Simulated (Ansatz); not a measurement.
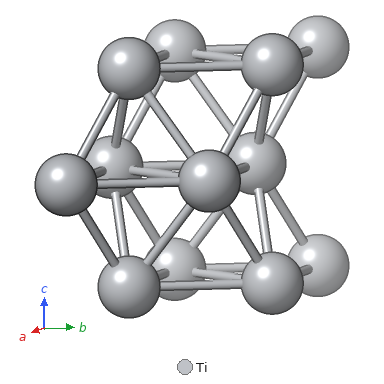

System: O on a slab of content Ti. The picture shows the clean slab (repeated in the plane, vacuum cut away).

The given structure:
```
CELL_PARAMETERS angstrom
2.93580 0.00000 0.00000
-1.46790 2.54250 0.00000
0.00000 0.00000 21.63620
ATOMIC_POSITIONS crystal
Ti 0.33333 0.66667 0.39286
Ti 0.66667 0.33333 0.49509
Ti 0.33333 0.66667 0.59728
```

One of the inputs:
```
crystal:
  lattice:
    - [2.9357969426, 0.0, 0.0]
    - [-1.4678984713, 2.5424747326, 0.0]
    - [0.0, 0.0, 23.6361929063]
  atoms:
    - { symbol: Ti, position: [0.3333333333, 0.6666666667, 0.3596179822] }
    - { symbol: Ti, position: [0.6666666667, 0.3333333333, 0.4531964183] }
    - { symbol: Ti, position: [0.3333333333, 0.6666666667, 0.5467425953] }
    - { symbol: O, position: [0.3333333333, 1.1666666667, 0.6195123517] }
basis:
  ecutwfc: 500
kpoints:
  mp_grid: { grid: [12, 12, 1] }
hamiltonian:
  xc: r2scan
scf:
  occupations: { method: gaussian, width: 0.1 }
output:
  forces: true
  eigenvalues: true
relax:
  adjacent_minimum: "off"
  f_tol: 0.02
  max_steps: 25
  constraints: [{ sites: [0, 1, 2] }, { site: 3, fix: xy }]
efield:
  axis: 3
  dipole_correction: true
  ramp_width: 0.04
```

Run as:
```bash
ansatz run input.yaml --threads 2 --pin off --max-ram 5120MiB --backend cpu --events-out ev --progress --plain --runs-dir out
```

Method: energy and height of an adatom over a grid of places on the top face of the given rigid slab, only its height relaxed, places count in fractions of the surface's own cell from its highest atom, energies count from the lowest place, plane waves with PAW datasets, Γ-centred k mesh (Ansatz 0.2.0). Level: r2SCAN, no spin polarisation.

wave cutoff 500 eV; k mesh 12×12×1; occupations Gaussian; smearing width 0.1 eV; boundary dipole corrected; surface cell (1, 1).

Describe the result: the energy of the adatom over the surface cell, seen from above.

The lowest grid place is (0, 0.5) in fractions of the surface cell, with the adatom 1.05 Å high, and (0.5, 0) is as low within 0.02 eV, and (0.5, 0.5) is as low within 0.02 eV; the highest is (0, 0), 2.24 eV above it, at a height of 1.59 Å. The adsorption energy at the lowest place is −7.75 eV, counted from the clean slab and the free adsorbate.

Energy above the lowest place (eV); rows: first fraction, columns: second fraction:
```tsv
	0	0.25	0.5	0.75
0	2.24	1.59	0.00	1.59
0.25	1.59	1.59	0.20	0.20
0.5	0.00	0.10	0.00	0.20
0.75	1.59	0.10	0.10	1.59
```

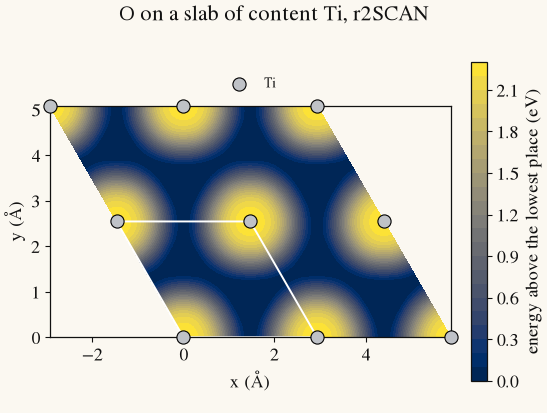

The map is interpolated from a 4×4 grid and repeated; circles mark the atoms within 1 Å of the top, the white lines the surface cell, whose origin is the highest atom.

Limits of the calculation: no spin polarisation, a magnetic state may lie lower; xc potential rough in thin density.
